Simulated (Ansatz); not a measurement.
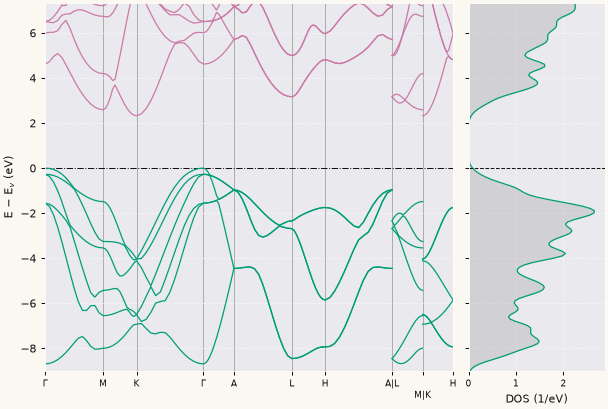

Band structure and density of states. Energies are counted from the top of the valence band. The DOS curve is built from the levels of the k mesh with Gaussians 0.55 eV wide, which also blur the band edges; ripples of that width can come from the mesh.

This input was run:

```yaml
crystal:
  lattice:
    - [3.076, 0.0, 0.0]
    - [-1.538, 2.663894142, 0.0]
    - [0.0, 0.0, 5.048]
  atoms:
    - { symbol: Si, position: [0.6666666667, 0.3333333333, 0.5] }
    - { symbol: Si, position: [0.3333333333, 0.6666666667, 0.0] }
    - { symbol: C, position: [0.6666666667, 0.3333333333, 0.885] }
    - { symbol: C, position: [0.3333333333, 0.6666666667, 0.385] }
hamiltonian:
  xc: pbe
  pseudopotentials: { kind: paw }
kpoints:
  mp_grid: { grid: [10, 10, 5] }
  band_path:
    path:
      - [[0.0, 0.0, 0.0], [0.5, 0.0, 0.0], [0.3333333333, 0.3333333333, 0.0], [0.0, 0.0, 0.0], [0.0, 0.0, 0.5], [0.5, 0.0, 0.5], [0.3333333333, 0.3333333333, 0.5], [0.0, 0.0, 0.5]]
      - [[0.5, 0.0, 0.5], [0.5, 0.0, 0.0]]
      - [[0.3333333333, 0.3333333333, 0.0], [0.3333333333, 0.3333333333, 0.5]]
    npoints: 14
scf:
  occupations: { method: fermi_dirac, width: 0.05 }
  n_extra_bands: 10
output:
  forces: true
  stress: true
  eigenvalues: true
  fatbands: false
```

System: wurtzite SiC, space group P6_3mc (No. 186), 4 atoms in the cell.

Ansatz 0.2.0; PBE, Ansatz PAW, no spin polarisation, no spin-orbit coupling, 10×10×5 k mesh, 420 eV cutoff, Fermi-Dirac smearing of 0.05 eV.

Metal, semiconductor or insulator, and what is the gap?

Answer. A semiconductor. The gap along this path is 2.33 eV and indirect, from the valence-band top at Γ to the conduction-band bottom at K; the smallest direct gap is 4.08 eV, at M.

How much do the top valence band and the lowest conduction band disperse along the path?

Answer. The top valence band spans 4.0 eV and the lowest conduction band 3.6 eV.

LDA, GGA and most meta-GGA functionals understate gaps. The cell is at 4 GPa in this functional.
